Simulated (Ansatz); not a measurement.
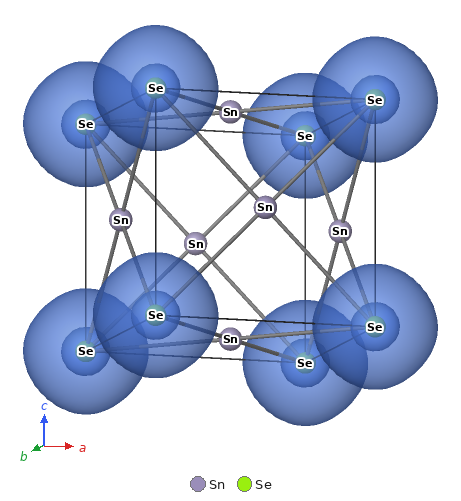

Figure 1: Sn₃Se. Isosurface of the ELF at 0.6 (blue), seen at an oblique angle. Core shells and regions of very low density are left out. Sticks mark near contacts.

Space group Pm-3m; a structure from a database of computed crystals, not necessarily the ambient phase.

Level of theory: Ansatz 0.2.0, DFT PBEsol, scalar-relativistic, plane waves, PAW.

Core electrons are frozen (PAW), and the valence fields are smoothed inside the atomic spheres.

Input

```
crystal:
  lattice:
    - [4.6596124226, 0.0, 0.0]
    - [0.0, 4.6596124226, 0.0]
    - [0.0, 0.0, 4.6596124226]
  atoms:
    - { symbol: Sn, position: [0.0, 0.5, 0.5] }
    - { symbol: Sn, position: [0.5, 0.0, 0.5] }
    - { symbol: Sn, position: [0.5, 0.5, 0.0] }
    - { symbol: Se, position: [0.0, 0.0, 0.0] }
basis:
  ecutwfc: 420
kpoints:
  mp_grid: { grid: [10, 10, 10] }
hamiltonian:
  xc: pbesol
scf:
  occupations: { method: gaussian, width: 0.15 }
output:
  forces: true
  stress: true
  eigenvalues: true
  write_density: true
  write_potential: true
  elf: true
  volumetric_format: npy
```

Run with:

```sh
ansatz run input.yaml --threads 1 --pin off --max-ram 2560MiB --backend cpu --events-out ev --progress --plain --runs-dir out
```

Below, planes, directions and counts refer to the conventional cell (a = 4.66 Å, b = 4.66 Å, c = 4.66 Å, α = 90.00°, β = 90.00°, γ = 90.00°).

Where are the electrons localised?

Answer. The ELF exceeds this value in one region wrapped around Se (its valence shell), counted in one cell of 4 atoms. Any copies at cell faces, edges or corners count once.

Values along the shortest contacts:
Sn–Se (3.29 Å): the ELF is about 0.20 at the midpoint; no localised pair shows between them.
